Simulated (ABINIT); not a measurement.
# GaP: geometry relaxation (part 2 of 2)

The same run, continued: GaP (2 atoms in the cell); Kohn-Sham DFT of a periodic cell, PBE, spin-orbit coupling, Ansatz PAW PBE default generated set, frozen core, no spin polarisation (ABINIT 10.8.3); cutoff 419.06 eV, 6×6×6 k-mesh, fermi-dirac of 0.05 eV. The structure derives from an entry of the Crystallography Open Database.

Geometry of the input (Å; fractional positions):
```
0.0000  2.7252  2.7252
2.7252  0.0000  2.7252
2.7252  2.7252  0.0000
Ga 0.0000  0.0000  0.0000
P  0.7500  0.7500  0.7500
```

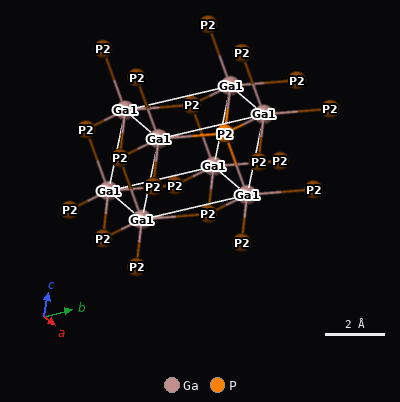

Fig. 1: The geometry at step 2 of the log (ball-and-stick view of the cell of the calculation, seen slightly off an axis; neighbours outside the cell are drawn fainter; atoms are numbered from 1 in the order of the input).

Output, continued:
```
 Cartesian coordinates (xcart) [bohr]
 -9.15358417902137E-48 -9.15358417902137E-48  1.02380953203835E-31
  7.74482633577050E+00  7.74482633577050E+00  7.74482633577050E+00
 Reduced coordinates (xred)
  9.91445276806680E-33  9.91445276806680E-33 -9.91445276806680E-33
  7.50000000000000E-01  7.50000000000000E-01  7.50000000000000E-01
 Cartesian forces (fcart) [Ha/bohr]; max,rms= 3.05570E-31 1.85964E-31 (free atoms)
 -0.00000000000000E+00  3.05569500601022E-31 -1.01856500200341E-31
 -0.00000000000000E+00 -3.05569500601022E-31  1.01856500200341E-31
 Gradient of E wrt nuclear positions in reduced coordinates (gred)
 -1.05181454029468E-30  5.25907270147341E-31 -1.57772181044202E-30
  1.05181454029468E-30 -5.25907270147341E-31  1.57772181044202E-30
 Scale of Primitive Cell (acell) [bohr]
  7.30189229484731E+00  7.30189229484731E+00  7.30189229484731E+00
 Real space primitive translations (rprimd) [bohr]
  0.00000000000000E+00  5.16321755718033E+00  5.16321755718033E+00
  5.16321755718033E+00  0.00000000000000E+00  5.16321755718033E+00
  5.16321755718033E+00  5.16321755718033E+00  0.00000000000000E+00
 Unitary Cell Volume (ucvol) [Bohr^3]=  2.75290528928178E+02
 Angles (23,13,12)= [degrees]
  6.00000000000000E+01  6.00000000000000E+01  6.00000000000000E+01
 Lengths [Bohr]
  7.30189229484731E+00  7.30189229484731E+00  7.30189229484731E+00
 Stress tensor in cartesian coordinates (strten) [Ha/bohr^3]
 -6.29344200408777E-05  0.00000000000000E+00  0.00000000000000E+00
  0.00000000000000E+00 -6.29344200408777E-05  0.00000000000000E+00
  0.00000000000000E+00  0.00000000000000E+00 -6.29344200408759E-05
 Total energy (etotal) [Ha]= -8.57724387619303E+01

 Difference of energy with previous step (new-old):
           Absolute (Ha)=-1.56830E-04
           Relative     =-1.82844E-06

--- Iteration: ( 3/50) Internal Cycle: (1/1)
--------------------------------------------------------------------------------

---SELF-CONSISTENT-FIELD CONVERGENCE--------------------------------------------

--- !BeginCycle
iteration_state: {dtset: 1, itime: 3, icycle: 1, }
solver: {iscf: 17, nstep: 80, nline: 4, wfoptalg: 10, }
tolerances: {tolvrs: 1.00E-10, }
...

     iter   Etot(hartree)      deltaE(h)  residm     nres2
 ETOT  1  -85.790085476632    -8.579E+01 8.944E-04 3.576E+00
 ETOT  2  -85.776745814750     1.334E-02 1.738E-04 3.517E-01
 ETOT  3  -85.772854148105     3.892E-03 1.350E-03 8.459E-02
 ETOT  4  -85.772595752369     2.584E-04 1.117E-03 1.898E-02
 ETOT  5  -85.772645844078    -5.009E-05 3.624E-05 8.412E-03
 ETOT  6  -85.772637786310     8.058E-06 3.976E-06 7.417E-04
 ETOT  7  -85.772634255642     3.531E-06 4.690E-06 4.111E-04
 ETOT  8  -85.772634178047     7.759E-08 2.946E-06 9.915E-05
 ETOT  9  -85.772633881220     2.968E-07 1.704E-07 2.063E-05
 ETOT 10  -85.772633803842     7.738E-08 2.216E-07 6.618E-07
 ETOT 11  -85.772633810642    -6.800E-09 1.688E-08 9.254E-08
 ETOT 12  -85.772633810368     2.739E-10 5.126E-08 1.886E-09
 ETOT 13  -85.772633810425    -5.706E-11 2.790E-09 1.187E-09
 ETOT 14  -85.772633810414     1.144E-11 6.510E-09 6.257E-11

 At SCF step   14       nres2   =  6.26E-11 < tolvrs=  1.00E-10 =>converged.

 Cartesian components of stress tensor (hartree/bohr^3)
  sigma(1 1)= -2.51009042E-06  sigma(3 2)=  0.00000000E+00
  sigma(2 2)= -2.51009042E-06  sigma(3 1)=  0.00000000E+00
  sigma(3 3)= -2.51009042E-06  sigma(2 1)=  0.00000000E+00

--- !ResultsGS
iteration_state: {dtset: 1, itime: 3, icycle: 1, }
comment   : Summary of ground state results
lattice_vectors:
- [  0.0000000,   5.2009026,   5.2009026, ]
- [  5.2009026,   0.0000000,   5.2009026, ]
- [  5.2009026,   5.2009026,   0.0000000, ]
lattice_lengths: [   7.35519,    7.35519,    7.35519, ]
lattice_angles: [ 60.000,  60.000,  60.000, ] # degrees, (23, 13, 12)
lattice_volume:   2.8136246E+02
convergence: {deltae:  1.144E-11, res2:  6.257E-11, residm:  6.510E-09, diffor: null, }
etotal    :  -8.57726338E+01
entropy   :   0.00000000E+00
fermie    :   1.52826794E-01
cartesian_stress_tensor: # hartree/bohr^3
- [ -2.51009042E-06,   0.00000000E+00,   0.00000000E+00, ]
- [  0.00000000E+00,  -2.51009042E-06,   0.00000000E+00, ]
- [  0.00000000E+00,   0.00000000E+00,  -2.51009042E-06, ]
pressure_GPa:   7.3849E-02
xred      :
- [  8.6176E-32,  -1.4261E-31,   1.4261E-31, Ga]
- [  7.5000E-01,   7.5000E-01,   7.5000E-01,  P]
cartesian_forces: # hartree/bohr
- [  1.51677694E-31,  -0.00000000E+00,  -0.00000000E+00, ]
- [ -1.51677694E-31,  -0.00000000E+00,  -0.00000000E+00, ]
force_length_stats: {min:   1.51677694E-31, max:   1.51677694E-31, mean:   1.51677694E-31, }
...

 Integrated electronic density in atomic spheres:
 ------------------------------------------------
 Atom  Sphere_radius  Integrated_density
    1        2.63806         12.42909707
    2        2.62861          4.67408462

---OUTPUT-----------------------------------------------------------------------

 Cartesian coordinates (xcart) [bohr]
 -1.99449371245614E-47  1.18989037355347E-30 -2.93501918925504E-31
  7.80135384207609E+00  7.80135384207609E+00  7.80135384207609E+00
 Reduced coordinates (xred)
  8.61762399937579E-32 -1.42609121683316E-31  1.42609121683316E-31
  7.50000000000000E-01  7.50000000000000E-01  7.50000000000000E-01
 Cartesian forces (fcart) [Ha/bohr]; max,rms= 1.51678E-31 8.75712E-32 (free atoms)
  1.51677693613833E-31 -0.00000000000000E+00 -0.00000000000000E+00
 -1.51677693613833E-31 -0.00000000000000E+00 -0.00000000000000E+00
 Gradient of E wrt nuclear positions in reduced coordinates (gred)
 -0.00000000000000E+00 -7.88860905221012E-31 -7.88860905221012E-31
  0.00000000000000E+00  7.88860905221012E-31  7.88860905221012E-31
 Scale of Primitive Cell (acell) [bohr]
  7.35518693889031E+00  7.35518693889031E+00  7.35518693889031E+00
 Real space primitive translations (rprimd) [bohr]
  0.00000000000000E+00  5.20090256138406E+00  5.20090256138406E+00
  5.20090256138406E+00  0.00000000000000E+00  5.20090256138406E+00
  5.20090256138406E+00  5.20090256138406E+00  0.00000000000000E+00
 Unitary Cell Volume (ucvol) [Bohr^3]=  2.81362456976473E+02
 Angles (23,13,12)= [degrees]
  6.00000000000000E+01  6.00000000000000E+01  6.00000000000000E+01
 Lengths [Bohr]
  7.35518693889031E+00  7.35518693889031E+00  7.35518693889031E+00
 Stress tensor in cartesian coordinates (strten) [Ha/bohr^3]
 -2.51009042474826E-06  0.00000000000000E+00  0.00000000000000E+00
  0.00000000000000E+00 -2.51009042474652E-06  0.00000000000000E+00
  0.00000000000000E+00  0.00000000000000E+00 -2.51009042474652E-06
 Total energy (etotal) [Ha]= -8.57726338104138E+01

 Difference of energy with previous step (new-old):
           Absolute (Ha)=-1.95048E-04
           Relative     =-2.27402E-06

--- Iteration: ( 4/50) Internal Cycle: (1/1)
--------------------------------------------------------------------------------

---SELF-CONSISTENT-FIELD CONVERGENCE--------------------------------------------

--- !BeginCycle
iteration_state: {dtset: 1, itime: 4, icycle: 1, }
solver: {iscf: 17, nstep: 80, nline: 4, wfoptalg: 10, }
tolerances: {tolvrs: 1.00E-10, }
...

     iter   Etot(hartree)      deltaE(h)  residm     nres2
 ETOT  1  -85.772664082384    -8.577E+01 2.064E-06 5.692E-03
 ETOT  2  -85.772640209829     2.387E-05 5.119E-07 4.096E-04
 ETOT  3  -85.772634813052     5.397E-06 2.080E-06 1.689E-04
 ETOT  4  -85.772634050148     7.629E-07 1.424E-06 2.336E-05
 ETOT  5  -85.772634184037    -1.339E-07 1.755E-07 1.742E-05
 ETOT  6  -85.772634157096     2.694E-08 2.125E-08 1.130E-06
 ETOT  7  -85.772634151773     5.322E-09 7.996E-09 8.445E-07
 ETOT  8  -85.772634151340     4.333E-10 1.759E-09 2.302E-07
 ETOT  9  -85.772634150564     7.763E-10 1.705E-09 2.304E-08
 ETOT 10  -85.772634150502     6.217E-11 4.874E-10 1.499E-09
 ETOT 11  -85.772634150512    -1.039E-11 2.296E-10 2.469E-11

 At SCF step   11       nres2   =  2.47E-11 < tolvrs=  1.00E-10 =>converged.

 Cartesian components of stress tensor (hartree/bohr^3)
  sigma(1 1)= -1.06879569E-07  sigma(3 2)=  0.00000000E+00
  sigma(2 2)= -1.06879569E-07  sigma(3 1)=  0.00000000E+00
  sigma(3 3)= -1.06879569E-07  sigma(2 1)=  0.00000000E+00

--- !ResultsGS
iteration_state: {dtset: 1, itime: 4, icycle: 1, }
comment   : Summary of ground state results
lattice_vectors:
- [  0.0000000,   5.2025040,   5.2025040, ]
- [  5.2025040,   0.0000000,   5.2025040, ]
- [  5.2025040,   5.2025040,   0.0000000, ]
lattice_lengths: [   7.35745,    7.35745,    7.35745, ]
lattice_angles: [ 60.000,  60.000,  60.000, ] # degrees, (23, 13, 12)
lattice_volume:   2.8162245E+02
convergence: {deltae: -1.039E-11, res2:  2.469E-11, residm:  2.296E-10, diffor: null, }
etotal    :  -8.57726342E+01
entropy   :   0.00000000E+00
fermie    :   1.52462054E-01
cartesian_stress_tensor: # hartree/bohr^3
- [ -1.06879569E-07,   0.00000000E+00,   0.00000000E+00, ]
- [  0.00000000E+00,  -1.06879569E-07,   0.00000000E+00, ]
- [  0.00000000E+00,   0.00000000E+00,  -1.06879569E-07, ]
pressure_GPa:   3.1445E-03
xred      :
- [  7.3071E-32,  -1.3190E-31,   1.6291E-31, Ga]
- [  7.5000E-01,   7.5000E-01,   7.5000E-01,  P]
cartesian_forces: # hartree/bohr
- [ -0.00000000E+00,  -0.00000000E+00,  -0.00000000E+00, ]
- [ -0.00000000E+00,  -0.00000000E+00,  -0.00000000E+00, ]
force_length_stats: {min:   0.00000000E+00, max:   0.00000000E+00, mean:   0.00000000E+00, }
...

 Integrated electronic density in atomic spheres:
 ------------------------------------------------
 Atom  Sphere_radius  Integrated_density
    1        2.63806         12.42935607
    2        2.62861          4.67479891

---OUTPUT-----------------------------------------------------------------------

 Cartesian coordinates (xcart) [bohr]
  1.61315807227472E-31  1.22768647262845E-30 -3.06068863200218E-31
  7.80375604855848E+00  7.80375604855848E+00  7.80375604855848E+00
 Reduced coordinates (xred)
  7.30707556851297E-32 -1.31901822666668E-31  1.62909161867886E-31
  7.50000000000000E-01  7.50000000000000E-01  7.50000000000000E-01
 Cartesian forces (fcart) [Ha/bohr]; max,rms= 0.00000E+00 0.00000E+00 (free atoms)
 -0.00000000000000E+00 -0.00000000000000E+00 -0.00000000000000E+00
 -0.00000000000000E+00 -0.00000000000000E+00 -0.00000000000000E+00
 Gradient of E wrt nuclear positions in reduced coordinates (gred)
  0.00000000000000E+00  0.00000000000000E+00  0.00000000000000E+00
  0.00000000000000E+00  0.00000000000000E+00  0.00000000000000E+00
 Scale of Primitive Cell (acell) [bohr]
  7.35745176088165E+00  7.35745176088165E+00  7.35745176088165E+00
 Real space primitive translations (rprimd) [bohr]
  0.00000000000000E+00  5.20250403237232E+00  5.20250403237232E+00
  5.20250403237232E+00  0.00000000000000E+00  5.20250403237232E+00
  5.20250403237232E+00  5.20250403237232E+00  0.00000000000000E+00
 Unitary Cell Volume (ucvol) [Bohr^3]=  2.81622449873044E+02
 Angles (23,13,12)= [degrees]
  6.00000000000000E+01  6.00000000000000E+01  6.00000000000000E+01
 Lengths [Bohr]
  7.35745176088165E+00  7.35745176088165E+00  7.35745176088165E+00
 Stress tensor in cartesian coordinates (strten) [Ha/bohr^3]
 -1.06879568534043E-07  0.00000000000000E+00  0.00000000000000E+00
  0.00000000000000E+00 -1.06879568534043E-07  0.00000000000000E+00
  0.00000000000000E+00  0.00000000000000E+00 -1.06879568532309E-07
 Total energy (etotal) [Ha]= -8.57726341505120E+01

 Difference of energy with previous step (new-old):
           Absolute (Ha)=-3.40098E-07
           Relative     =-3.96511E-09

 At Broyd/MD step   4, gradients are converged :
  max grad (force/stress) = 1.0688E-05 < tolmxf= 2.0000E-05 ha/bohr (free atoms)

================================================================================

 ----iterations are completed or convergence reached----

 Mean square residual over all n,k,spin=   10.180E-13; max=  22.956E-11
 reduced coordinates (array xred) for    2 atoms
       0.000000000000     -0.000000000000      0.000000000000
       0.750000000000      0.750000000000      0.750000000000
 rms dE/dt=  0.0000E+00; max dE/dt=  0.0000E+00; dE/dt below (all hartree)
    1       0.000000000000      0.000000000000      0.000000000000
    2       0.000000000000      0.000000000000      0.000000000000

 cartesian coordinates (angstrom) at end:
    1      0.00000000000000     0.00000000000000    -0.00000000000000
    2      4.12956985754204     4.12956985754204     4.12956985754204

 cartesian forces (hartree/bohr) at end:
    1     -0.00000000000000    -0.00000000000000    -0.00000000000000
    2     -0.00000000000000    -0.00000000000000    -0.00000000000000
 frms,max,avg= 0.0000000E+00 0.0000000E+00   0.000E+00  0.000E+00  0.000E+00 h/b

 cartesian forces (eV/Angstrom) at end:
    1     -0.00000000000000    -0.00000000000000    -0.00000000000000
    2     -0.00000000000000    -0.00000000000000    -0.00000000000000
 frms,max,avg= 0.0000000E+00 0.0000000E+00   0.000E+00  0.000E+00  0.000E+00 e/A
 length scales=  7.357451760882  7.357451760882  7.357451760882 bohr
              =  3.893395799535  3.893395799535  3.893395799535 angstroms
 Fermi (or HOMO) energy (hartree) =   0.15246   Average Vxc (hartree)=  -0.34336
 Eigenvalues (hartree) for nkpt=  25  k points:
 kpt#   1, nband= 26, wtk=  0.00463, kpt=  0.0000  0.0000  0.0000 (reduced coord)
  -0.41762   -0.41762   -0.41762   -0.41762   -0.40210   -0.40210   -0.39989   -0.39989
  -0.39989   -0.39989   -0.32708   -0.32708    0.12174    0.12174    0.12478    0.12478
   0.12478    0.12478    0.18173    0.18173    0.26255    0.26255    0.26864    0.26864
   0.26864    0.26864
      occupation numbers for kpt#   1
   1.00000    1.00000    1.00000    1.00000    1.00000    1.00000    1.00000    1.00000
   1.00000    1.00000    1.00000    1.00000    1.00000    1.00000    1.00000    1.00000
   1.00000    1.00000    0.00000    0.00000    0.00000    0.00000    0.00000    0.00000
   0.00000    0.00000
 prteigrs : prtvol=0 or 1, do not print more k-points.

--- !EnergyTerms
iteration_state     : {dtset: 1, itime: 4, icycle: 1, }
comment             : Components of total free energy in Hartree
kinetic             :  6.81482665302165E+00
hartree             :  3.76809750581578E+01
xc                  : -4.78873033892420E+00
Ewald energy        : -4.77517610893898E+01
psp_core            :  2.21274504652023E+00
local_psp           : -8.38284535485085E+01
PAW spherical_terms :  3.88776311754062E+00
internal            : -8.57726351015822E+01
'-kT*entropy'       : -3.58613594242139E-10
total_energy        : -8.57726351019408E+01
total_energy_eV     : -2.33399230309450E+03
...

--- !EnergyTermsDC
iteration_state     : {dtset: 1, itime: 4, icycle: 1, }
comment             : '"Double-counting" decomposition of free energy'
band_energy         : -4.55496417135421E+00
Ewald energy        : -4.77517610893898E+01
psp_core            :  2.21274504652023E+00
xc_dc               : -3.81182961777242E+01
PAW spherical_terms :  2.43964224179460E+00
internal            : -8.57726341501534E+01
'-kT*entropy'       : -3.58613594242139E-10
total_energy_dc     : -8.57726341505120E+01
total_energy_dc_eV  : -2.33399227720480E+03
...

--- !EnergyTermsWithPAWCore
iteration_state     : {dtset: 1, itime: 4, icycle: 1, }
comment             : 'Components of total free energy, including PAW core contributions'
Total energy        : -2.26435184666801E+03
Total energy DC     : -2.26435184571658E+03
Total energy (eV)   : -6.16161526964835E+04
Total energy DC (eV): -6.16161526705938E+04
...

 Cartesian components of stress tensor (hartree/bohr^3)
  sigma(1 1)= -1.06879569E-07  sigma(3 2)=  0.00000000E+00
  sigma(2 2)= -1.06879569E-07  sigma(3 1)=  0.00000000E+00
  sigma(3 3)= -1.06879569E-07  sigma(2 1)=  0.00000000E+00

-Cartesian components of stress tensor (GPa)         [Pressure=  3.1445E-03 GPa]
- sigma(1 1)= -3.14450547E-03  sigma(3 2)=  0.00000000E+00
- sigma(2 2)= -3.14450547E-03  sigma(3 1)=  0.00000000E+00
- sigma(3 3)= -3.14450547E-03  sigma(2 1)=  0.00000000E+00

== END DATASET(S) ==============================================================
================================================================================

 -outvars: echo values of variables after computation  --------
            acell      7.3574517609E+00  7.3574517609E+00  7.3574517609E+00 Bohr
           etotal     -8.5772634151E+01
            fcart     -0.0000000000E+00 -0.0000000000E+00 -0.0000000000E+00
                      -0.0000000000E+00 -0.0000000000E+00 -0.0000000000E+00
            rprim      0.0000000000E+00  7.0710678119E-01  7.0710678119E-01
                       7.0710678119E-01  0.0000000000E+00  7.0710678119E-01
                       7.0710678119E-01  7.0710678119E-01  0.0000000000E+00
           strten     -1.0687956853E-07 -1.0687956853E-07 -1.0687956853E-07
                       0.0000000000E+00  0.0000000000E+00  0.0000000000E+00
           xangst      8.5364648885E-32  6.4966370301E-31 -1.6196466726E-31
                       4.1295698575E+00  4.1295698575E+00  4.1295698575E+00
             xred      7.3070755685E-32 -1.3190182267E-31  1.6290916187E-31
                       7.5000000000E-01  7.5000000000E-01  7.5000000000E-01
 Calculation completed.
```

Trajectory as extended XYZ (Å, eV, eV/Å), 4 frames, from step=0 to step=3:
```
2
Lattice="0.0000 2.7252 2.7252 2.7252 0.0000 2.7252 2.7252 2.7252 0.0000" Properties=species:S:1:pos:R:3:forces:R:3 step=0 energy=-2333.98269
Ga    0.0000    0.0000    0.0000    0.0000   0.0000   0.0000
P     4.0879    4.0879    4.0879    0.0000   0.0000   0.0000
2
Lattice="0.0000 2.7323 2.7323 2.7323 0.0000 2.7323 2.7323 2.7323 0.0000" Properties=species:S:1:pos:R:3:forces:R:3 step=1 energy=-2333.98696
Ga    0.0000    0.0000    0.0000    0.0000   0.0000   0.0000
P     4.0984    4.0984    4.0984    0.0000   0.0000   0.0000
2
Lattice="0.0000 2.7522 2.7522 2.7522 0.0000 2.7522 2.7522 2.7522 0.0000" Properties=species:S:1:pos:R:3:forces:R:3 step=2 energy=-2333.99227
Ga    0.0000    0.0000    0.0000    0.0000   0.0000   0.0000
P     4.1283    4.1283    4.1283    0.0000   0.0000   0.0000
2
Lattice="0.0000 2.7530 2.7530 2.7530 0.0000 2.7530 2.7530 2.7530 0.0000" Properties=species:S:1:pos:R:3:forces:R:3 step=3 energy=-2333.99228
Ga    0.0000    0.0000    0.0000    0.0000   0.0000   0.0000
P     4.1296    4.1296    4.1296    0.0000   0.0000   0.0000
```

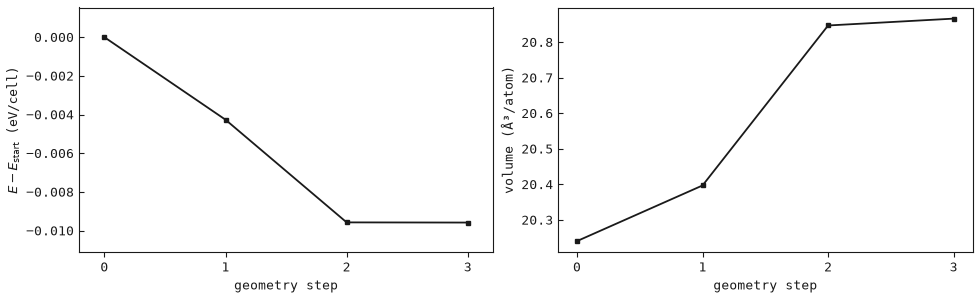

Fig. 2: Progress of the relaxation, step by step (steps are counted from 0).

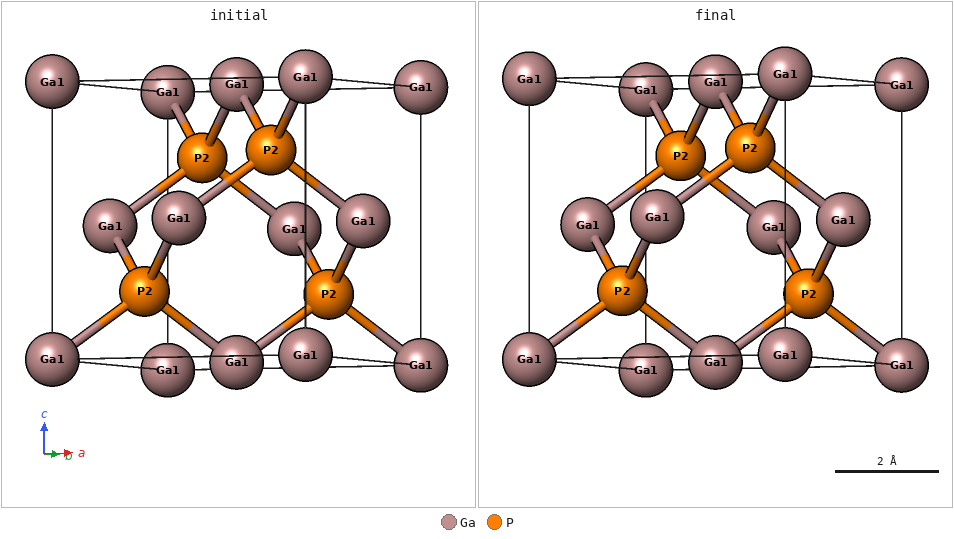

Fig. 3: Before (left) and after (right) the relaxation, at one scale (ball-and-stick view of the cell 4 times as large as that of the calculation, set on its symmetry axes, seen at an oblique angle). The atoms keep their places relative to the cell (all moves are under 0.005 Å). Cell: a = b = c 5.450 → 5.506 Å (+1.0 %). Volume +3.1 %. Among the contacts that change: Ga1–P2 2.360 → 2.384 Å. The space group stays F-43m (No. 216). The energy falls by 9.6 meV per cell of the calculation in 3 geometry steps. All forces vanish by symmetry, so only the cell relaxes. (Atoms are counted from 1 in the order of the input.)

Summary:

| quantity | value |
| --- | --- |
| outcome | converged |
| space group (tolerance 0.01 Å) | F-43m (216) |
| electrons treated | 18 |
| free energy | −2333.9923 eV |
| Fermi energy | 4.149 eV |
| gap on the k-point mesh | 1.55 eV |
| pressure | 0.00 GPa |
| final volume | 41.73 Å³ |
| largest force (length of the vector) at the end | under 0.001 eV/Å |
| final cell | a = 3.893 Å, b = 3.893 Å, c = 3.893 Å, α = 60.00°, β = 60.00°, γ = 60.00° |
| hardware | 1 thread of Arm Neoverse V1, 24 GiB of memory available, shared host |
| wall time | 4.8 min |
| peak memory | 0.25 GiB |

Points of doubt noted for this run: PAW spheres overlap.
